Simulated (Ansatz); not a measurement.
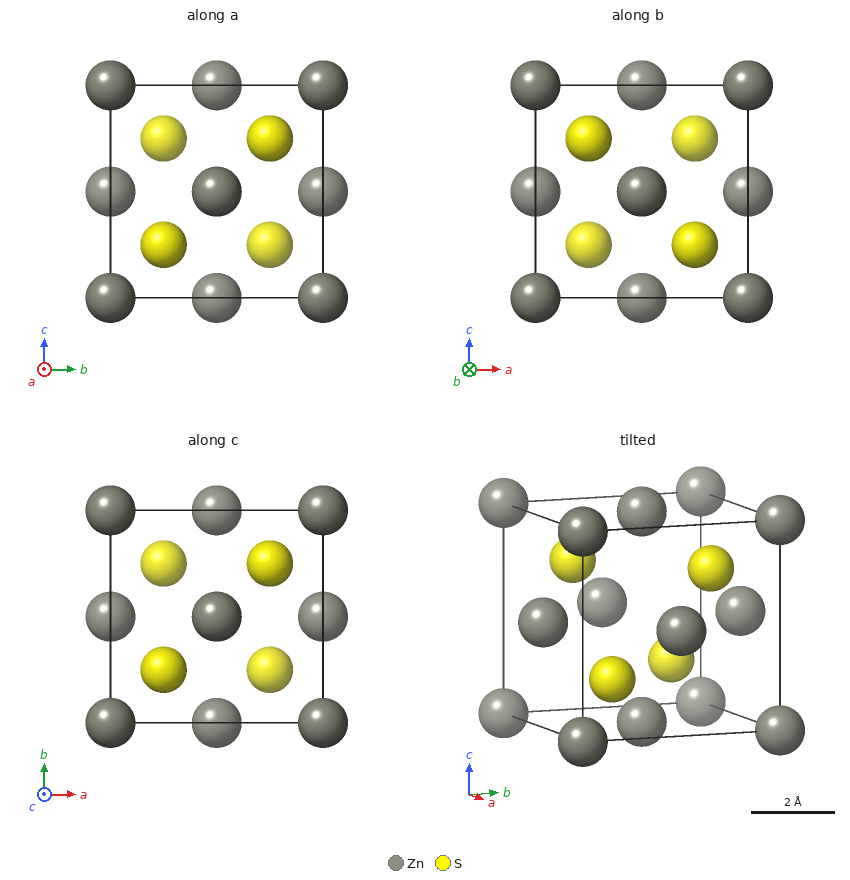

Spheres-only representation of a periodic structure, projected along the a axis, along the b axis, along the c axis and slightly off an axis. Atoms at the boundary of the conventional unit cell (the box) are drawn once for each face, edge or corner they touch.

Lattice parameters: a = 5.1726 Å, b = 5.1726 Å, c = 5.1726 Å, α = 90.000°, β = 90.000°, γ = 90.000°.

**Transcribe the picture into a CIF in P1 with every atom of the cell.**

```cif
data_structure
_symmetry_space_group_name_H-M 'P 1'
_symmetry_Int_Tables_number 1
_cell_length_a 5.1726
_cell_length_b 5.1726
_cell_length_c 5.1726
_cell_angle_alpha 90.000
_cell_angle_beta 90.000
_cell_angle_gamma 90.000
_cell_volume 138.40
loop_
_atom_site_label
_atom_site_type_symbol
_atom_site_fract_x
_atom_site_fract_y
_atom_site_fract_z
_atom_site_occupancy
Zn1 Zn 0.0000 0.0000 0.0000 1
S1 S 0.2500 0.2500 0.7500 1
Zn2 Zn 0.0000 0.5000 0.5000 1
S2 S 0.2500 0.7500 0.2500 1
Zn3 Zn 0.5000 0.0000 0.5000 1
S3 S 0.7500 0.2500 0.2500 1
Zn4 Zn 0.5000 0.5000 0.0000 1
S4 S 0.7500 0.7500 0.7500 1
```

Provenance: a structure type filled with these elements by a generator (whether the compound takes this form wasn't checked). The cell was then strained or its atoms displaced on purpose. A calculation with Ansatz used it as input.

At this level of theory the cell isn't at rest (compressed, at 13 GPa), so its distances can differ from those at equilibrium, the more so the softer the solid.
